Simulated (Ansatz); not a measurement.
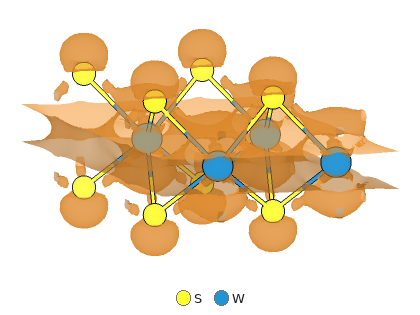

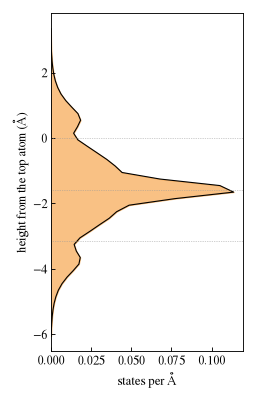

Density of all states between −1.20 and 0.00 eV (zero: the middle of the gap) of monolayer WS2: orange isosurface at 4.8 × 10⁻³ e/Å³, seen from the side, tilted, and the full density summed over planes, the part near the nuclei included (dotted lines mark the atomic planes).

The first picture shows the smooth PAW orbitals' density alone, which lacks about 9 % of these states' charge, near the nuclei; the shares below count all of it.

Theory: DFT PBE+D3(BJ), scalar-relativistic, plane waves, PAW in Ansatz 0.2.0. Cutoff 420 eV, 39 × 39 k-points, Gaussian smearing 0.05 eV, dipole correction. No spin polarisation. Spin–orbit coupling is left out; with W it can shift levels and gaps.

```yaml
crystal:
  lattice:
    - [3.15929, 0.00000, 0.00000]
    - [-1.57964, 2.73602, 0.00000]
    - [0.00000, 0.00000, 20.15214]
  atoms:
    - { symbol: S, position: [0.33333, 0.66667, 0.42179] }
    - { symbol: W, position: [0.66667, 0.33333, 0.50000] }
    - { symbol: S, position: [0.33333, 0.66667, 0.57821] }
```

> Where in the slab do these states sit?

The window holds 0.19 states per cell. Shares by plane (space cut midway between planes), top to bottom: S 23 %, W 53 %, S 23 %; the outer planes' shares include the vacuum, and density in a gap between layers is shared out between the planes on either side.
